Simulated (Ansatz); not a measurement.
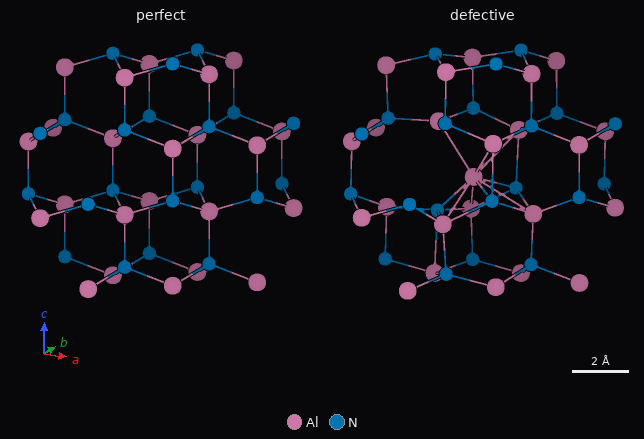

Left: perfect AlN. Right: the same region with one point defect, after relaxing the atoms in a supercell of 96 sites. Style: ball-and-stick. Shown: the atoms within 5.4 Å of one point, in a slice 5.0 Å thick across the line of sight, slightly off an axis.

The calculation used DFT, PBEsol, PAW, plane waves in Ansatz 0.2.0. (plane-wave cutoff 420 eV; k-point mesh 1 × 1 × 1; mesh shifted by (0.25, 0.25, 0.25); no spin polarisation) Fermi-Dirac smearing of 0.01 eV. A uniform background neutralises the charged cell. The axes drawn are those of the host's conventional cell.

Question: Which defect is it?

Answer: An extra aluminium atom is put between the host's atoms (an interstitial).

The charge state of the cell is +1.

Question: How does the lattice respond?

Answer: The Al atom starts with 6 N at 2.03 to 2.37 Å, 6 Al at 2.03 to 2.37 Å around its place and ends with 3 N at 1.85 to 1.97 Å. Of the host's atoms, a nitrogen atom moves furthest from its site, by 0.71 Å. The Al atom itself moves 0.54 Å from where it was put.

Limits of the set-up: the cell is charged, on a uniform background, and energies carry no finite-size correction.
